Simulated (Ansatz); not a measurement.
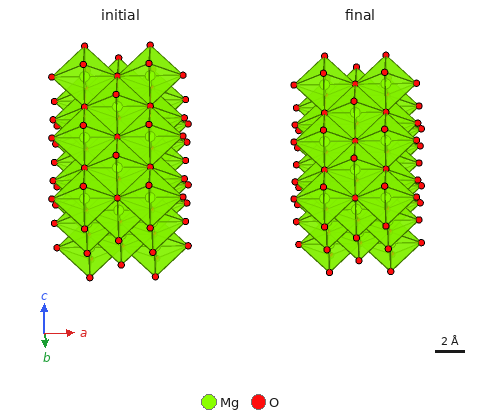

The structure of a crystal of MgO (a generated structure, set up in Fm-3m) (coarse preliminary run) before (left) and after (right) a relaxation, at one scale.

Style: polyhedral. Shown: the conventional cell (4 times the calculation's cell), repeated 1 × 2 × 2 with one cell outlined, from a free direction. Lengths and directions refer to the drawn axes.

Case: Ba → Mg on all its sites, cell and atoms relaxed.

Theory: Ansatz 0.2.0, DFT PBE, scalar-relativistic, plane waves, PAW. (plane-wave cutoff 420 eV; k-point mesh 8 × 8 × 8; occupations gaussian; smearing width 0.1 eV; no spin polarisation; cell and atoms relaxed; force threshold 0.05 eV/Å; at most 60 steps)

> What changed between the two?

The energy falls by 161 meV per atom in 4 accepted moves (6 points after the start). All forces vanish by symmetry, so only the cell relaxes. Pressure: −20.02 GPa at the start and −0.02 GPa at the end. At 2 points the geometry stayed and the basis and grid were re-selected for the new cell (energy shift of 2.7 meV per atom at most each time). The atoms keep their places relative to the cell (all moves are under 0.005 Å). Cell: a = b = c 4.553 → 4.254 Å (−6.6 %). Volume −18.4 %. Near-neighbour distances that change, for instance: Mg–O 2.276 → 2.127 Å. The space group stays Fm-3m (No. 225).
